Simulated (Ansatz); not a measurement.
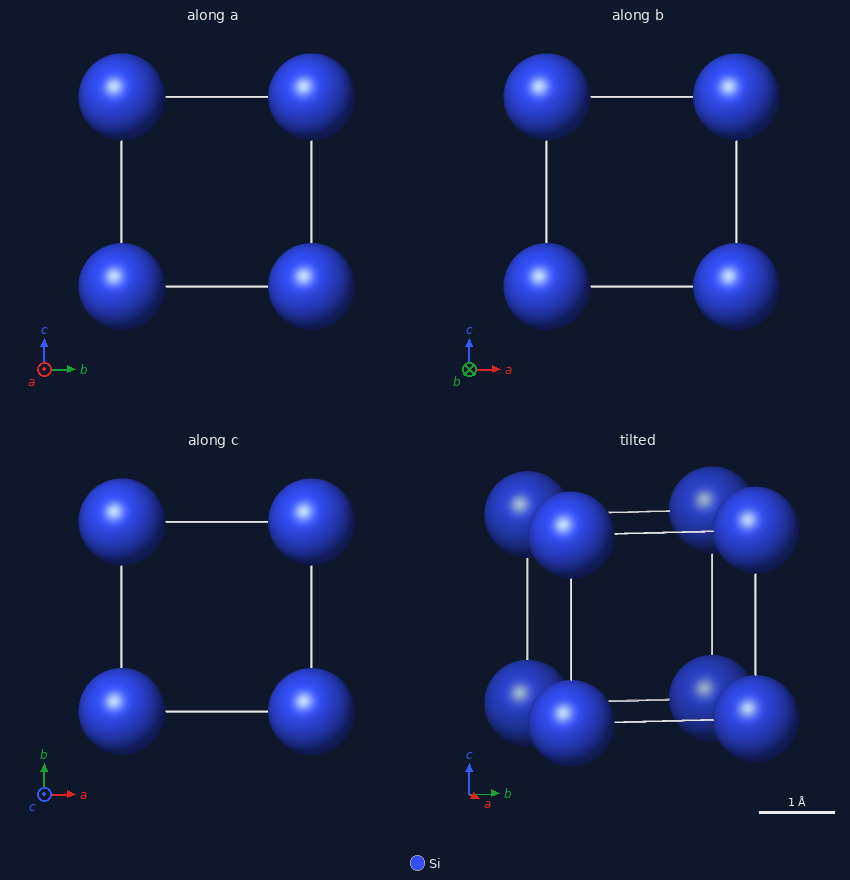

Spheres-only representation of a periodic structure, projected along the a axis, along the b axis, along the c axis and slightly off an axis. The conventional unit cell is drawn as a box.

Lattice parameters: a = 2.532 Å, b = 2.532 Å, c = 2.532 Å, α = 90.00°, β = 90.00°, γ = 90.00°.

> Reconstruct the structure as a table of Wyckoff sites.

Space group Pm-3m (No. 221).
| atom | site | x | y | z |
| --- | --- | --- | --- | --- |
| Si | 1a | 0.0000 | 0.0000 | 0.0000 |

The structure comes from a structure type filled with this element by a generator (whether the element takes this form wasn't checked). It is drawn as it came out of a relaxation with DFT PBE, scalar-relativistic, plane waves, PAW (Ansatz).
